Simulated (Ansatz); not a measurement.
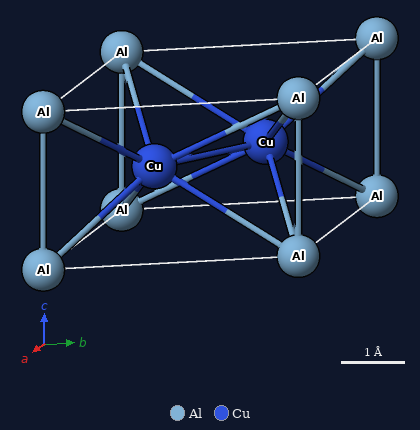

Normal modes of solid AlCu2 (a generated structure), space group P6/mmm (No. 191), at the zone centre. Style: ball-and-stick. Shown: the cell of the calculation, slightly off an axis.

These are results of DFT PBE, scalar-relativistic, plane waves, PAW (Ansatz 0.2.0), not measurements. Set-up: plane-wave cutoff 420 eV; k-point mesh 12 × 12 × 20; occupations fermi dirac; smearing width 0.15 eV; no spin polarisation.

The frequencies depend somewhat on the k-mesh and the smearing.

**List the optical modes.**

The calculation's cell holds 3 atoms, so there are 6 optical modes, in 4 levels. The optical modes span B₁g + A₂u + E₁u + E₂g. One level is unstable (imaginary frequency).

| level | symmetry | frequency (cm⁻¹) | activity |
| --- | --- | --- | --- |
| 1 | B₁g | 56i | silent |
| 2 | A₂u | 186 | infrared-active |
| 3 | E₁u | 215 | infrared-active |
| 4 | E₂g | 233 | Raman-active |

The crystal is a metal, so free carriers screen the infrared response.

The modes drawn as arrows (one member of each degenerate set):

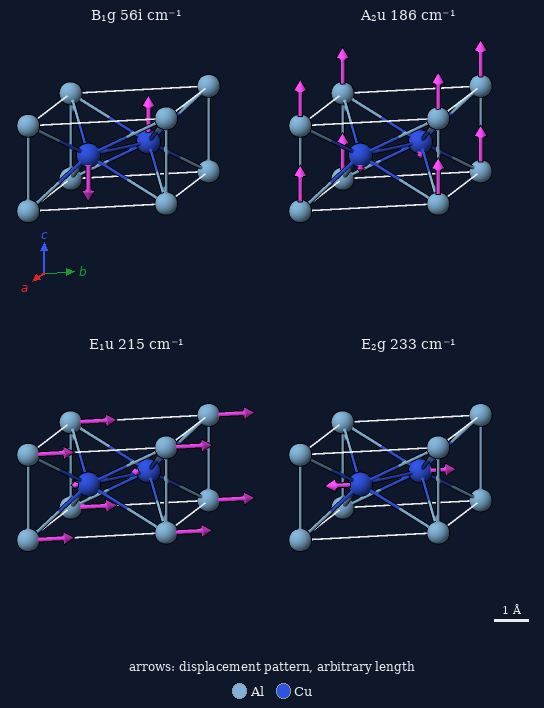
